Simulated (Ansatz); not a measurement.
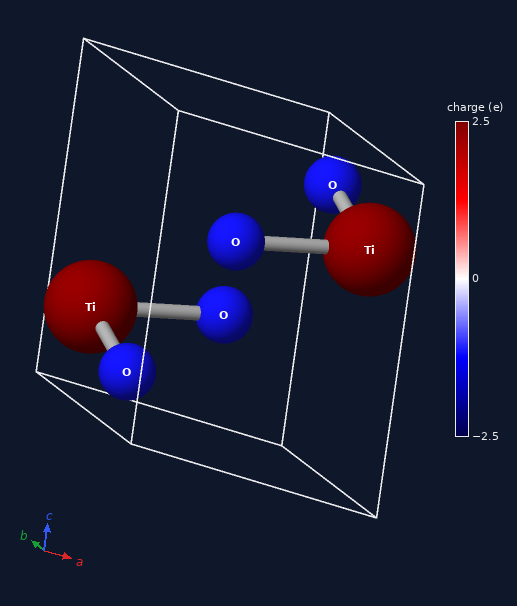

We look at a ball-and-stick model of the crystal slightly off an axis. The simulation cell is outlined; an atom on or near a face, edge or corner is repeated at each equivalent position. The atoms of this TiO2 cell are coloured by their Bader charge.

The calculation used DFT PBE, scalar-relativistic, plane waves, PAW (Ansatz 0.2.0), with a kinetic-energy cutoff of 420 eV, k-point mesh 8×8×6, Gaussian smearing of 0.02 eV, no spin polarisation.

What charges do the elements carry?

Answer. Most positive: Ti; most negative: O. Charges: about Ti +2.3 e; O -1.1 e. The transfer is large, as in an ionic solid.

The initial geometry was a structure listed in the Materials Project. Earlier steps of the study may have refined or changed the cell and positions. It went into a calculation with Ansatz.
